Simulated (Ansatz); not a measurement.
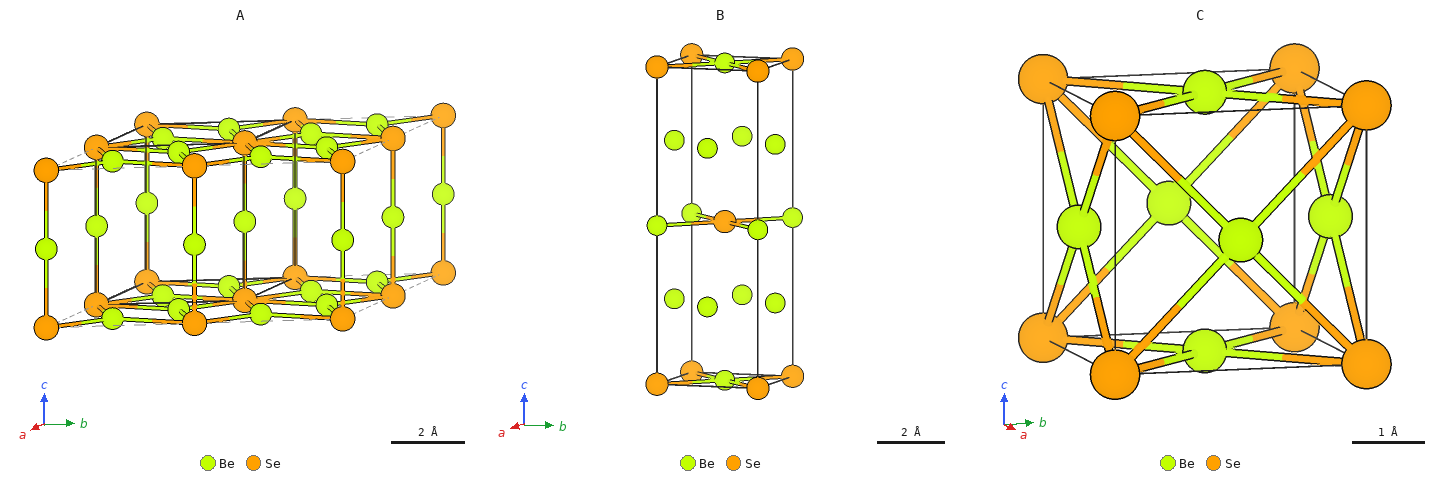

Three structures of Be3Se, each relaxed to rest (conventional cells in solid outline, small ones repeated, each panel with its own scale). Method: Ansatz, DFT PBE, scalar-relativistic, plane waves, PAW, without spin polarisation.

Name the structure in each panel.

Answer. A: 4 atoms a cell on a primitive hexagonal lattice, P6/mmm; B: 8 atoms a cell on a body-centred tetragonal lattice, I4/mmm; C: Cu₃Au (L1₂) type, Pm-3m.

Rank them by energy, lowest first.

Answer. B, then C (+107 meV/atom) and A (+627 meV/atom), energies at zero smearing.

Collect the results in a table.

Answer.
| panel | structure | E − E(lowest) (meV/atom) | volume (Å³/atom) | gap (eV) |
| --- | --- | --- | --- | --- |
| B | I4/mmm | 0 | 12.6 | metal |
| C | Pm-3m | 107 | 12.0 | metal |
| A | P6/mmm | 627 | 16.6 | metal |

Some of these may be structure types tried for this composition rather than known phases, and the most stable form need not be among them. Gaps are taken on the k-mesh or band path of each run.
